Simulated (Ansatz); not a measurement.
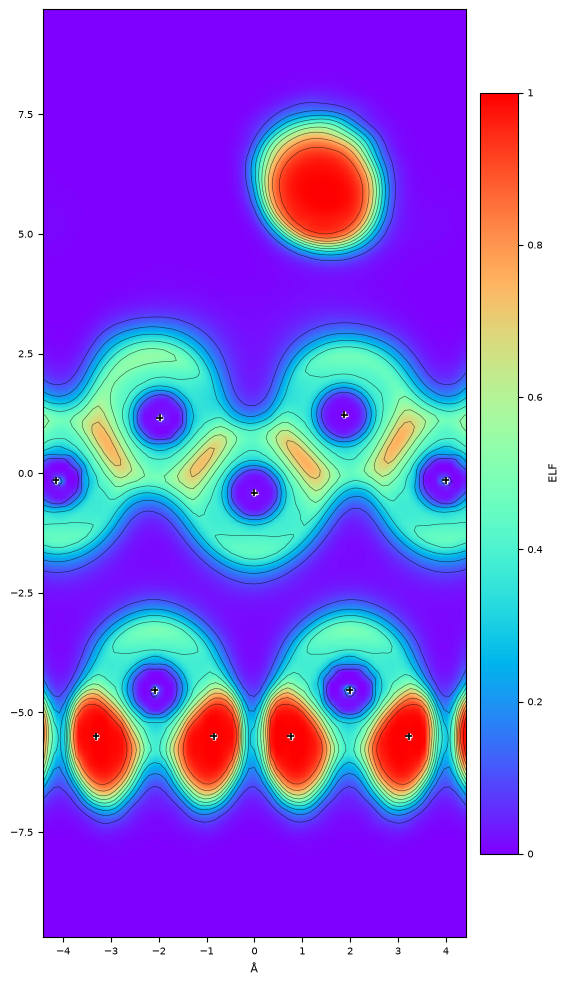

The ELF on a plane through atoms (crosses mark nuclei in the plane).

Computed with Ansatz, DFT LDA, scalar-relativistic, plane waves, PAW.

Candidates:
A. In2O3, a = 8.32 Å, b = 8.32 Å, c = 8.32 Å, α = 109.47°, β = 109.47°, γ = 109.47°. Space group Ia-3; computed pressure about 33 GPa in this cell.
B. Ge25H12 (slab), a = 8.15 Å, b = 8.15 Å, c = 29.40 Å, α = 90.00°, β = 90.00°, γ = 90.00°. 
C. Al2O3, a = 4.63 Å, b = 4.63 Å, c = 12.58 Å, α = 90.00°, β = 90.00°, γ = 120.00°. Space group R-3c; computed pressure about 20 GPa in this cell.

Question: Which candidate gave the map?

Answer: Candidate B: Ge25H12 on the (100) plane of the calculation cell, a cut from vacuum to vacuum, which holds Ge and H. Ge–H (1.56 Å): the ELF climbs to about 1 towards the hydrogen. Ge–Ge (2.53 Å): the ELF peaks at about 0.75 between the atoms.
